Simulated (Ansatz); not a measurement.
**Ir: density, localisation and related maps**

```yaml
crystal:
  lattice:
    - [3.00857, 0.00000, 0.00000]
    - [0.00000, 3.00857, 0.00000]
    - [0.00000, 0.00000, 3.00857]
  atoms:
    - { symbol: Ir, position: [0.00000, 0.00000, 0.00000] }
    - { symbol: Ir, position: [0.50000, 0.50000, 0.50000] }
```

Space group Im-3m; set up as Ir, bcc; a generated structure, not necessarily the stable one; changed on purpose from its base cell (volume × 0.92); computed pressure about 34 GPa in this cell; spin-polarised.

These are results of Ansatz, DFT, r2SCAN, plane waves (500 eV) with PAW, scalar-relativistic, not measurements.

The density is the valence pseudo-density of a PAW calculation; it isn't the true density close to the nuclei.

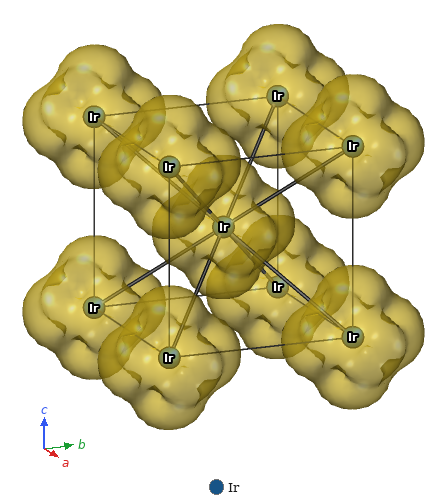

Figure 1. Isosurface of the spin density (up minus down) at +0.06 e/Å³ (yellow), seen slightly off an axis. Sticks mark near contacts.

Question: Which atoms carry the moments, and with what signs?

Answer: The spin density sits on Ir: +0.7 μB (×2) in one cell of 2 atoms: parallel main moments, as they must be, since the calculation's own cell holds one magnetic site. The cell of the calculation (1 atoms) carries 0.7 μB of net spin moment.

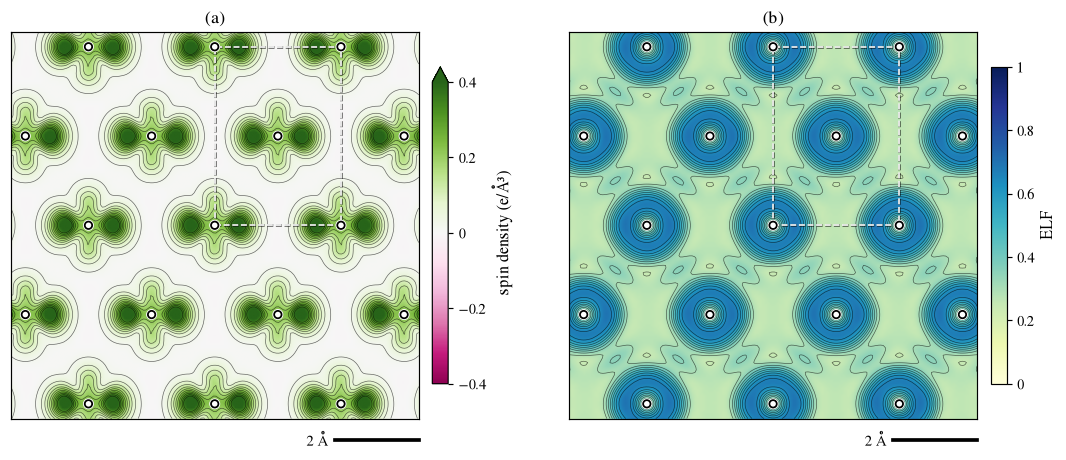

Figure 2. (a) spin density; (b) electron localisation function on the (101̄) plane of the conventional cell. Circles mark the nuclei in the plane (Ir).

Question: What does the map show?

Answer:
- The plane passes through Ir nuclei.
- Ir–Ir (2.61 Å): the ELF is about 0.35 at the midpoint.
- The features right at Ir lie inside the PAW spheres, where the map follows smoothed inner orbitals and isn't to be read closely.

Question: Does the calculation give a band gap?

Answer: It is gapless in this calculation (a metal or semimetal).
